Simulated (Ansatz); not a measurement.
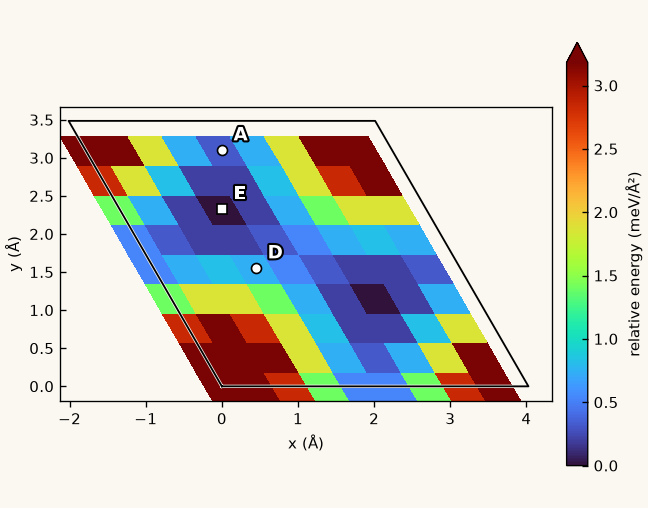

A bilayer of two InSe sheets (8 atoms in the cell). The upper layer of a bilayer is slid over the lower one; relaxed at each slide: nothing; the origin of the map has Se5 above Se4; the distance between the facing planes is held at 3.51 Å. Places are given modulo a cell vector. The map is drawn in real space over the plane of the slide. Grid: 9 × 9 points; 12 points were computed and 69 follow by symmetry. All energies are given in meV/Å² relative to the lowest grid point. At a held distance the lowest stacking need not be the one that binds best once the distance relaxes. All numbers below come from DFT PBE+D3(BJ), scalar-relativistic, plane waves, PAW (Ansatz). Settings: cutoff 420 eV, k-mesh 9×9×1, gaussian smearing 0.05 eV, no spin polarisation.

In the figure: one coloured cell a grid point, the outline of one cell of the plane, one colour for all values above the top of the scale, lettered points.

Is D the lowest point of the computed grid?

No. D lies 0.74 meV/Å² above the lowest grid point, which is at (3/9, 6/9) of the cell vectors.

What kind of point is each of D, E: minimum, saddle, maximum or slope?

D: on a slope; E: minimum. (In these two coordinates alone; a stationary point may lie a little off the grid point.)

PAW datasets: the set soft_1.
